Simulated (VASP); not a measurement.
## Run report: Si, geometry relaxation

Si (P6/mmm, 1 atom in the cell), computed with Kohn-Sham DFT of a periodic cell, PBE, VASP PAW PBE potentials, recommended, no spin polarisation (VASP 6.6.1).

The structure derives from a Materials Project entry.

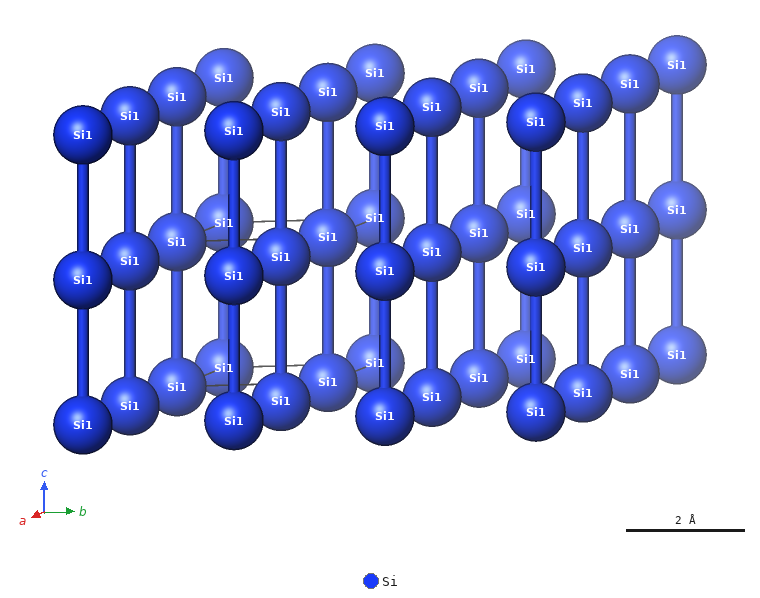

Figure 1. The input geometry (ball-and-stick view of the cell of the calculation, repeated 3 × 3 × 2, seen slightly off an axis; atoms are numbered from 1 in the order of the input).

### INCAR
```
PREC = Accurate ; ENCUT = 600
EDIFF = 1E-7 ; ISMEAR = 1
SIGMA = 0.1 ; LREAL = False
LASPH = True ; NELM = 80
ALGO = Normal ; ISIF = 3
LWAVE = False ; LCHARG = False
GGA = PE ; IBRION = 2
NSW = 90 ; EDIFFG = -0.005
```

### KPOINTS
```
Automatic mesh
0
Gamma
  18 18 15
```

### POSCAR
```
Si                                      
1.0
    2.6407681566     -0.0000000000     -0.0000000000
   -1.3203840783      2.2869723091      0.0000000000
    0.0000000000      0.0000000000      2.4973008682
  Si            
     1
Direct
     1.0000000000000000    1.0000000000000000    0.0000000000000000
```

Machine: 1 thread of Intel Xeon (Granite Rapids), 64 GiB of memory available, shared host.

Launch command:
```bash
cat potpaw_PBE.64/Si/POTCAR > POTCAR
mpirun -np 1 vasp_std > vasp.out
```

### OSZICAR
```
N       E                     dE             d eps       ncg     rms          rms(c)
DAV:   1    -0.107425300474E+01   -0.10743E+01   -0.19105E+03  3702   0.570E+02
DAV:   2    -0.508504455865E+01   -0.40108E+01   -0.37935E+01  4998   0.450E+01
DAV:   3    -0.512291097364E+01   -0.37866E-01   -0.37854E-01  4398   0.477E+00
DAV:   4    -0.512298865790E+01   -0.77684E-04   -0.77683E-04  5118   0.231E-01
DAV:   5    -0.512298882626E+01   -0.16836E-06   -0.16868E-06  4452   0.719E-03    0.285E+00
DAV:   6    -0.511926524173E+01    0.37236E-02   -0.22495E-03  4218   0.303E-01    0.163E+00
DAV:   7    -0.511683580075E+01    0.24294E-02   -0.50323E-03  4122   0.465E-01    0.164E-01
DAV:   8    -0.511683236583E+01    0.34349E-05   -0.16568E-04  5028   0.102E-01    0.317E-02
DAV:   9    -0.511683048767E+01    0.18782E-05   -0.86317E-06  4428   0.242E-02    0.812E-03
DAV:  10    -0.511683019769E+01    0.28999E-06   -0.69057E-07  5082   0.637E-03    0.519E-04
DAV:  11    -0.511683017525E+01    0.22442E-07   -0.26116E-08  2292   0.148E-03
   1 F= -.51168302E+01 E0= -.51168221E+01  d E =-.511683E+01
       N       E                     dE             d eps       ncg     rms          rms(c)
DAV:   1    -0.511683312876E+01   -0.29311E-05   -0.88429E-05  4116   0.531E-02    0.733E-03
DAV:   2    -0.511683210653E+01    0.10222E-05   -0.23058E-06  4242   0.118E-02    0.481E-03
DAV:   3    -0.511683164616E+01    0.46037E-06   -0.12763E-06  4446   0.621E-03    0.949E-04
DAV:   4    -0.511683166356E+01   -0.17405E-07   -0.31012E-08  2046   0.150E-03
   2 F= -.51168317E+01 E0= -.51168229E+01  d E =-.148831E-05
```

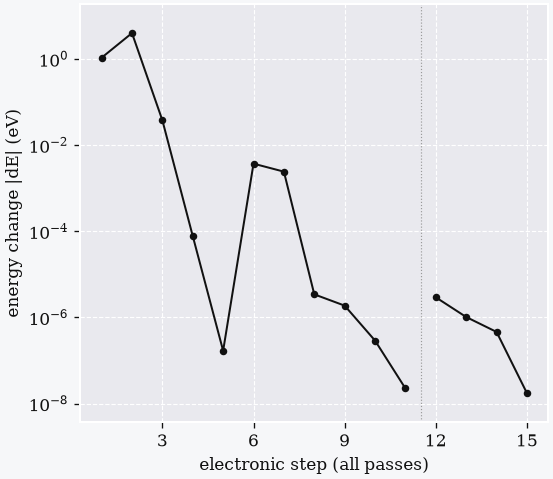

Figure 2. Convergence of the self-consistent field: energy change |dE| against the electronic step. Each stretch between dotted lines is the SCF of one geometry step of a relaxation. The 2 ionic steps take 4 to 11 electronic steps each. The density is held fixed in the first few steps, and dE rises again when its update begins.

### Parts of OUTCAR
```
PREC = Accurate
   ENCUT = 600
   EDIFF = 1E-7
   ISMEAR = 1
   LREAL = False
   LASPH = True
   NELM = 80
   ISIF = 3
   GGA = PE
   IBRION = 2
   NSW = 90
   EDIFFG = -0.005

 ion  position               nearest neighbor table
   1  0.000  0.000  0.000-

  LATTYP: Found a hexagonal cell.
 ALAT       =     2.6407681566
 C/A-ratio  =     0.9456721378

  Lattice vectors:

 A1 = (   2.6407681566,   0.0000000000,   0.0000000000)
 A2 = (  -1.3203840783,   2.2869723091,   0.0000000000)
 A3 = (   0.0000000000,   0.0000000000,   2.4973008682)

Analysis of symmetry for initial positions (statically):
=====================================================================
 Subroutine PRICEL returns:
 Original cell was already a primitive cell.

 Routine SETGRP: Setting up the symmetry group for a
 hexagonal supercell.

 Subroutine GETGRP returns: Found 24 space group operations
 (whereof 24 operations were pure point group operations)
 out of a pool of 24 trial point group operations.

The static configuration has the point symmetry D_6h.

Analysis of symmetry for dynamics (positions and initial velocities):
=====================================================================
 Subroutine PRICEL returns:
 Original cell was already a primitive cell.

 Routine SETGRP: Setting up the symmetry group for a
 hexagonal supercell.

 Subroutine GETGRP returns: Found 24 space group operations
 (whereof 24 operations were pure point group operations)
 out of a pool of 24 trial point group operations.

The dynamic configuration has the point symmetry D_6h.

 Subroutine INISYM returns: Found 24 space group operations
 (whereof 24 operations are pure point group operations),
 and found     1 'primitive' translations

----------------------------------------------------------------------------------------

                                     Primitive cell

  volume of cell :      15.0821

  direct lattice vectors                    reciprocal lattice vectors
     2.640768157  0.000000000  0.000000000     0.378677696  0.218629669  0.000000000
    -1.320384078  2.286972309  0.000000000     0.000000000  0.437259339  0.000000000
     0.000000000  0.000000000  2.497300868     0.000000000  0.000000000  0.400432328

  length of vectors
     2.640768157  2.640768157  2.497300868     0.437259339  0.437259339  0.400432328

  position of ions in fractional coordinates (direct lattice)
     0.000000000  0.000000000  0.000000000

  ion indices of the primitive-cell ions
   primitive index   ion index
                 1           1

----------------------------------------------------------------------------------------

 KPOINTS: Automatic mesh

Automatic generation of k-mesh.
 Grid dimensions read from file:
 generate k-points for:   18   18   15

 Generating k-lattice:

  Cartesian coordinates                     Fractional coordinates (reciprocal lattice)
     0.021037650  0.012146093  0.000000000     0.055555556  0.000000000  0.000000000
     0.000000000  0.024292185  0.000000000     0.000000000  0.055555556  0.000000000
     0.000000000  0.000000000  0.026695489     0.000000000  0.000000000  0.066666667

  Length of vectors
     0.024292185  0.024292185  0.026695489

  Shift w.r.t. Gamma in fractional coordinates (k-lattice)
     0.000000000  0.000000000  0.000000000

 Subroutine IBZKPT returns following result:
 ===========================================

 Found    296 irreducible k-points:

 Following reciprocal coordinates:
            Coordinates               Weight
  0.000000  0.000000  0.000000      1.000000
  0.055556  0.000000  0.000000      6.000000
  0.111111  0.000000  0.000000      6.000000
  0.166667  0.000000  0.000000      6.000000
  0.222222  0.000000  0.000000      6.000000
  0.277778  0.000000  0.000000      6.000000
  0.333333  0.000000  0.000000      6.000000
  0.388889  0.000000  0.000000      6.000000
  0.444444  0.000000  0.000000      6.000000
  0.500000  0.000000  0.000000      3.000000
  0.055556  0.055556  0.000000      6.000000
  0.111111  0.055556  0.000000     12.000000
  0.166667  0.055556  0.000000     12.000000
  0.222222  0.055556  0.000000     12.000000
  0.277778  0.055556  0.000000     12.000000
  0.333333  0.055556  0.000000     12.000000
  0.388889  0.055556  0.000000     12.000000
  0.444444  0.055556  0.000000     12.000000
  0.111111  0.111111  0.000000      6.000000
  0.166667  0.111111  0.000000     12.000000
  0.222222  0.111111  0.000000     12.000000
  0.277778  0.111111  0.000000     12.000000
  0.333333  0.111111  0.000000     12.000000
  0.388889  0.111111  0.000000     12.000000
 [... further k-points ...]
   k-points           NKPTS =    296   k-points in BZ     NKDIM =    296   number of bands    NBANDS=      6
   number of dos      NEDOS =    301   number of ions     NIONS =      1
   total plane-waves  NPLWV =  11520
   dimension x,y,z NGX =    24 NGY =   24 NGZ =   20
   dimension x,y,z NGXF=    48 NGYF=   48 NGZF=   40
   ions per type =               1
   NGX,Y,Z   is equivalent  to a cutoff of  15.11, 15.11, 13.31 a.u.
   NGXF,Y,Z  is equivalent  to a cutoff of  30.22, 30.22, 26.63 a.u.
 SYSTEM =  unknown system
   PREC   = accura    normal or accurate (medium, high low for compatibility)
   ISTART =      0    job   : 0-new  1-cont  2-samecut
   ICHARG =      2    charge: 1-file 2-atom 10-const
   ISPIN  =      1    spin polarized calculation?
   LNONCOLLINEAR =      F non collinear calculations
   LSORBIT =      F    spin-orbit coupling
   LASPH  =      T    aspherical Exc in radial PAW
   ENCUT  =  600.0 eV  44.10 Ry    6.64 a.u.   5.27  5.27  4.99*2*pi/ulx,y,z
   NELM   =     80;   NELMIN=  2; NELMDL= -5     # of ELM steps
   EDIFF  = 0.1E-06   stopping-criterion for ELM
   LREAL  =      F    real-space projection
   EDIFFG = -.5E-02   stopping-criterion for IOM
   NSW    =     90    number of steps for IOM
   IBRION =      2    ionic relax: 0-MD 1-quasi-New 2-CG
   NFREE  =      1    steps in history (QN), initial steepest desc. (CG)
   ISIF   =      3    stress and relaxation
   ISYM   =      2    0-nonsym 1-usesym 2-fastsym
   POTIM  = 0.5000    time-step for ionic-motion
   TEBEG  =    0.0;   TEEND  =   0.0 temperature during run
   PSTRESS=    0.0 pullay stress
   NELECT =       4.0000    total number of electrons
   NUPDOWN=      -1.0000    fix difference up-down
   EMIN   =  10.00;   EMAX   =-10.00  energy-range for DOS
   EFERMI =   0.00;   METHOD = LEGACY
   ISMEAR =     1;   SIGMA  =   0.10  broadening in eV -4-tet -1-fermi 0-gaus
   EFERMI_NEDOS =   21; number of points for ismear=-14 and -15
   IALGO  =     38    algorithm
   IMIX   =      4    mixing-type and parameters
     AMIX     =   0.40;   BMIX     =  1.00
     AMIX_MAG =   1.60;   BMIX_MAG =  1.00
  volume/ion in A,a.u.               =      15.08       101.78
  Fermi-wavevector in a.u.,A,eV,Ry     =   1.051819  1.987649 15.052427  1.106322
  Thomas-Fermi vector in A             =   2.186877
   LORBIT       =      0    0 simple, 1 ext, 2 COOP (PROOUT), +10 PAW based schemes
   GGA     = PE    functional components
   LHFCALC =     F    Hartree Fock is set to
   AEXX    =    0.0000 exact exchange contribution
   IVDW    =     0    specifies the selected vdW correction
   LEPSILON=     F    determine dielectric tensor
   LRPA    =     F    only Hartree local field effects (RPA)
 conjugate gradient relaxation of ions
 non-spin polarized calculation
 Methfessel and Paxton  Order N= 1 SIGMA  =   0.10
  energy-cutoff  :      600.00
  volume of cell :       15.08
 maximum number of plane-waves:       516
 NGX is ok and might be reduce to    24
   NGX = 11   NGY = 11   NGZ =  9

--------------------------------------- Ionic step        1  -------------------------------------------

 number of electron       4.0000000 magnetization

 Free energy of the ion-electron system (eV)
  ---------------------------------------------------
  ext. energy  EPLUGINS =         0.00000000
  ---------------------------------------------------
  free energy    TOTEN  =        -5.11683018 eV

  energy without entropy =       -5.11680596  energy(sigma->0) =       -5.11682210

------------------------ aborting loop because EDIFF is reached ----------------------------------------

  FORCE on cell =-STRESS in cart. coord.  units (eV):
  Direction    XX          YY          ZZ          XY          YZ          ZX
  --------------------------------------------------------------------------------------
  -------------------------------------------------------------------------------------
  Total       -0.0026647     -0.0026647     -0.0088447      0.0000000     -0.0000000      0.0000000
  in kB       -0.2830748     -0.2830748     -0.9395719      0.0000000     -0.0000000      0.0000000
  external PRESSURE =      -0.5019071 kB  Pullay stress =       0.0000000 kB

 VOLUME and BASIS-vectors are now :
 -----------------------------------------------------------------------------
  energy-cutoff  :      600.00
  volume of cell :       15.08
      direct lattice vectors                 reciprocal lattice vectors
     2.640768157  0.000000000  0.000000000     0.378677696  0.218629669  0.000000000
    -1.320384078  2.286972309  0.000000000     0.000000000  0.437259339  0.000000000
     0.000000000  0.000000000  2.497300868     0.000000000  0.000000000  0.400432328

 POSITION                                       TOTAL-FORCE (eV/Angst)
 -----------------------------------------------------------------------------------
      0.00000      0.00000      0.00000         0.000000      0.000000      0.000000
 -----------------------------------------------------------------------------------
    total drift:                               -0.000000      0.000000      0.000000

  FREE ENERGIE OF THE ION-ELECTRON SYSTEM (eV)
  ---------------------------------------------------
  free  energy   TOTEN  =        -5.1168301752 eV

  energy  without entropy=       -5.1168059622  energy(sigma->0) =       -5.11682210

--------------------------------------- Ionic step        2  -------------------------------------------

 number of electron       4.0000000 magnetization

 Free energy of the ion-electron system (eV)
  ---------------------------------------------------
  ext. energy  EPLUGINS =         0.00000000
  ---------------------------------------------------
  free energy    TOTEN  =        -5.11683166 eV

  energy without entropy =       -5.11680549  energy(sigma->0) =       -5.11682294

 E-fermi :   9.3783     XC(G=0): -10.9587     alpha+bet :-15.9135

 val. band max:        9.3534028969   @ k =   0.2222   0.1667   0.2000
 cond. band min:       9.3936477833   @ k =   0.2778   0.0000   0.0667
 fundamental gap:      0.0402448863
 Fermi energy:         9.3782534533

 k-point     1 :       0.0000    0.0000    0.0000
  band No.  band energies     occupation
      1      -4.5566      2.00000
      2      16.7813      0.00000
      3      17.0281      0.00000
      4      19.5142      0.00000
      5      19.5142      0.00000
      6      21.5651      0.00000

 k-point     2 :       0.0556    0.0000    0.0000
  band No.  band energies     occupation
      1      -4.4712      2.00000
      2      16.4559      0.00000
      3      17.0999      0.00000
      4      18.9226      0.00000
      5      18.9313      0.00000
      6      21.5628      0.00000

 k-point     3 :       0.1111    0.0000    0.0000
  band No.  band energies     occupation
      1      -4.2153      2.00000
      2      15.2653      0.00000
      3      17.3148      0.00000
      4      17.9587      0.00000
      5      18.1343      0.00000
      6      21.5315      0.00000

 k-point     4 :       0.1667    0.0000    0.0000
  band No.  band energies     occupation
      1      -3.7897      2.00000
      2      13.4041      0.00000
      3      17.0474      0.00000
      4      17.6264      0.00000
      5      17.6719      0.00000
      6      21.6187      0.00000

 k-point     5 :       0.2222    0.0000    0.0000
  band No.  band energies     occupation
      1      -3.1958      2.00000
      2      11.3545     -0.00000
      3      16.2566      0.00000
      4      17.1908      0.00000
      5      18.1688      0.00000
      6      21.9408      0.00000

 [... the levels of 18 k-points are left out ...]

 k-point    24 :       0.3889    0.1111    0.0000
  band No.  band energies     occupation
      1       1.0335      2.00000
      2       4.1219      2.00000
      3      11.2798     -0.00000
      4      19.3345      0.00000
      5      21.4655      0.00000
      6      25.0576      0.00000

 [... further k-points ...]

------------------------ aborting loop because EDIFF is reached ----------------------------------------

  FORCE on cell =-STRESS in cart. coord.  units (eV):
  Direction    XX          YY          ZZ          XY          YZ          ZX
  --------------------------------------------------------------------------------------
  -------------------------------------------------------------------------------------
  Total        0.0013411      0.0013411      0.0037024      0.0000000      0.0000000      0.0000000
  in kB        0.1425592      0.1425592      0.3935772      0.0000000      0.0000000      0.0000000
  external PRESSURE =       0.2262319 kB  Pullay stress =       0.0000000 kB

 VOLUME and BASIS-vectors are now :
 -----------------------------------------------------------------------------
  energy-cutoff  :      600.00
  volume of cell :       15.07
      direct lattice vectors                 reciprocal lattice vectors
     2.640428677  0.000000000  0.000000000     0.378726382  0.218657779  0.000000000
    -1.320214338  2.286678311  0.000000000     0.000000000  0.437315557  0.000000000
     0.000000000 -0.000000000  2.496235294     0.000000000 -0.000000000  0.400603261

 POSITION                                       TOTAL-FORCE (eV/Angst)
 -----------------------------------------------------------------------------------
      0.00000      0.00000      0.00000         0.000000     -0.000000      0.000000
 -----------------------------------------------------------------------------------
    total drift:                               -0.000000     -0.000000      0.000000

  FREE ENERGIE OF THE ION-ELECTRON SYSTEM (eV)
  ---------------------------------------------------
  free  energy   TOTEN  =        -5.1168316636 eV

  energy  without entropy=       -5.1168054856  energy(sigma->0) =       -5.11682294

 reached required accuracy - stopping structural energy minimisation
```

### CONTCAR
```
Si
   1.00000000000000
     2.6404286766979439    0.0000000000000000    0.0000000000000000
    -1.3202143383489719    2.2866783108807529    0.0000000000000000
     0.0000000000000000   -0.0000000000000000    2.4962352944230650
  Si
     1
Direct
     0.0000000000000000    0.0000000000000000    0.0000000000000000

  0.00000000E+00  0.00000000E+00  0.00000000E+00
```

### Trajectory as extended XYZ (Å, eV, eV/Å), 2 frames, from step=0 to step=1
```
1
Lattice="2.6408 0.0000 0.0000 -1.3204 2.2870 0.0000 0.0000 0.0000 2.4973" Properties=species:S:1:pos:R:3:forces:R:3 step=0 energy=-5.11683
Si    0.0000    0.0000    0.0000    0.0000   0.0000   0.0000
1
Lattice="2.6404 0.0000 0.0000 -1.3202 2.2867 0.0000 0.0000 -0.0000 2.4962" Properties=species:S:1:pos:R:3:forces:R:3 step=1 energy=-5.11683
Si    0.0000    0.0000    0.0000    0.0000   0.0000   0.0000
```

### Results in brief

```json
{"quantity": "outcome", "value": "converged"}
{"quantity": "space group (tolerance 0.01 Å)", "value": "P6/mmm (191)"}
{"quantity": "electrons treated", "value": "4"}
{"quantity": "free energy", "value": "−5.1168 eV"}
{"quantity": "Fermi energy", "value": "9.378 eV"}
{"quantity": "gap on the k-point mesh", "value": "none (metallic)"}
{"quantity": "pressure", "value": "0.02 GPa"}
{"quantity": "final volume", "value": "15.07 Å³"}
{"quantity": "largest force (length of the vector) at the end", "value": "under 0.001 eV/Å"}
{"quantity": "final cell", "value": "a = 2.640 Å, b = 2.640 Å, c = 2.496 Å, α = 90.00°, β = 90.00°, γ = 120.00°"}
{"quantity": "wall time", "value": "8.9 s"}
{"quantity": "peak memory", "value": "0.14 GiB"}
```
